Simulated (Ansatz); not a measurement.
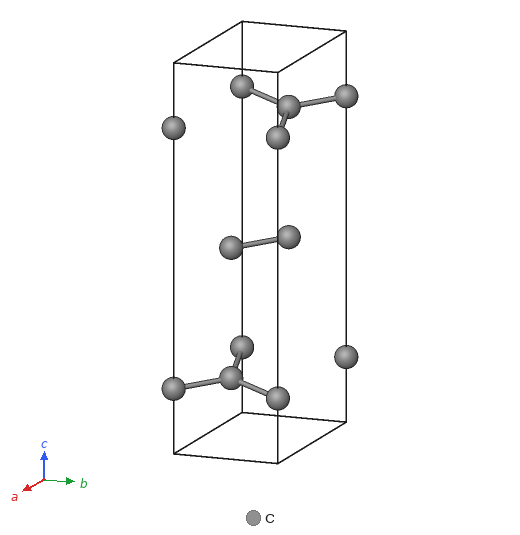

C, space group R-3m:H (No. 166), a = 2.468 Å, b = 2.468 Å, c = 10.622 Å, α = 90.00°, β = 90.00°, γ = 120.00°

```tsv
site	Wyckoff	x	y	z
C	6c	0.0000	0.0000	0.8334
```

Origin: the end point of a relaxation at fixed volume with DFT PBE+D3(BJ), scalar-relativistic, plane waves, PAW in Ansatz.

### Compute the Voronoi cell of each site (no radii): faces and volume.

```
site  faces above 1 % of the sphere  volume (Å³)  solid angle by neighbour (%)
   C                              7         9.34                         C 100
```

Weighted by multiplicity the volumes add up to the cell volume, 56.0 Å³.

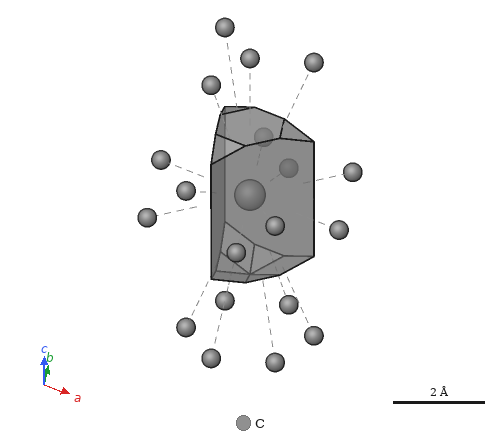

The computed Voronoi cell of C, with the neighbours that bound it.
